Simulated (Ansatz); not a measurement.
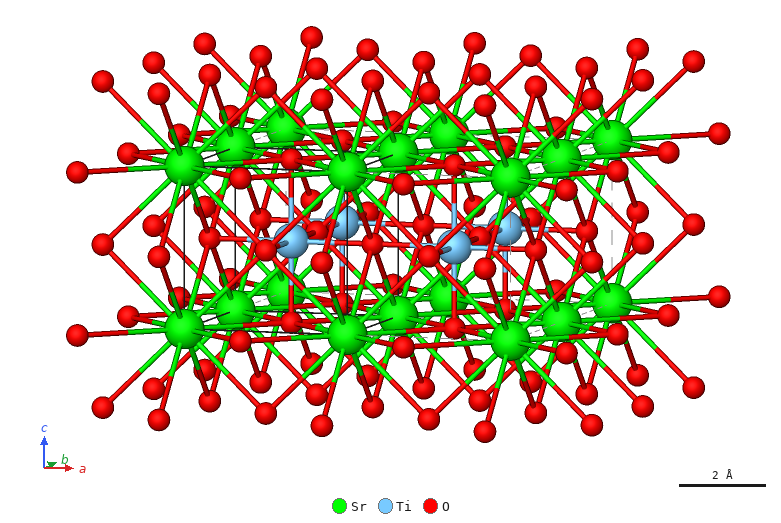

The image is a ball-and-stick drawing of a crystal, viewed slightly off an axis. The solid frame is a single conventional unit cell within a 2×2×1 block. A few atoms beyond the faces are included.

SrTiO$_{3}$, space group P4/mmm (No. 123), a = 4.01 Å, b = 4.01 Å, c = 3.85 Å, α = 90.00°, β = 90.00°, γ = 90.00°.

All computed values are from DFT r2SCAN, scalar-relativistic, plane waves, PAW in Ansatz 0.2.0. Settings: E_cut = 500 eV, a 7×7×7 k-point grid, Gaussian smearing of 0.02 eV, no spin polarisation.

What is the electronic character?

A semiconductor at this level, with a gap of 2.12 eV, indirect; the smallest direct gap is 2.51 eV.

What is the pressure at this volume?

The computed pressure is -5.9 GPa (stretched: it would shrink). The stress isn't hydrostatic: its largest component is 8.8 GPa.

The structure was taken from a structure listed in the Materials Project. The cell was then strained or its atoms displaced on purpose. Ansatz was used for an electronic-structure calculation on it.

At this level of theory the cell isn't at rest (stretched, at -6 GPa), so its distances can differ from those at equilibrium, the more so the softer the solid.
